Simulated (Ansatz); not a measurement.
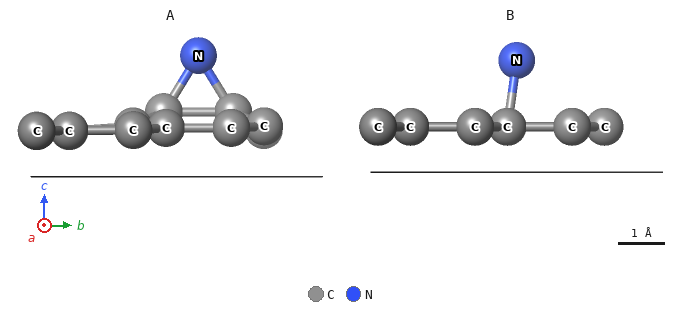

Two geometries of a slab of composition C₁₈N, drawn at one scale. One is the start of a relaxation, the other its converged end. The picture is a ball-and-stick view of the cell of the calculation, outlined in the plane, without the vacuum (origin shifted), seen along the a axis.

These are results of DFT PBE, scalar-relativistic, plane waves, PAW (Ansatz), not measurements. Set-up: plane-wave cutoff 420 eV; k-point mesh 2 × 2 × 1; occupations gaussian; smearing width 0.05 eV; collinear spin; atoms relaxed in a fixed cell; force threshold 0.03 eV/Å; at most 60 steps.

Which geometry has the lower energy?

Answer. Structure A is the relaxed one. It is N on graphene monolayer, set down by a guess. The run prepares an end point of a later path (adatom hop) calculation, from a guessed geometry. The atom that moves furthest relative to the layer's centre is the N atom (0.57 Å at 79° to the normal (+c side)). By element the largest moves are N 0.57 Å, C 0.33 Å. The cell stays as it was. Near-neighbour distances that change, for instance: C–N 1.960 → 2.466 Å, C–N 1.926 → 1.458 Å, C–C 1.424 → 1.527 Å, C–N 1.504 → 1.458 Å. New bonds form, among them: C–N (1.93 → 1.46 Å). Bond angles that change, for instance: C–C–N 84.0° → 115.2°, C–C–N 82.2° → 58.4°, C–C–N 103.9° → 115.2°. The energy falls by 1.447 eV per cell of the calculation in 8 accepted moves (9 points after the start). Largest force component: 2 eV/Å at the start, 0.024 eV/Å at the end. 1 step only repeated the SCF at the same geometry. Cost: 65 s on 2 threads of AMD EPYC 7B13 (Zen 3) (shared host), peak memory 0.98 GiB.

Limits of the set-up: the k-point mesh is coarse for a cell with partly filled bands; the periodic images lie only 7.4 Å apart, so the values are limited by the cell's size.
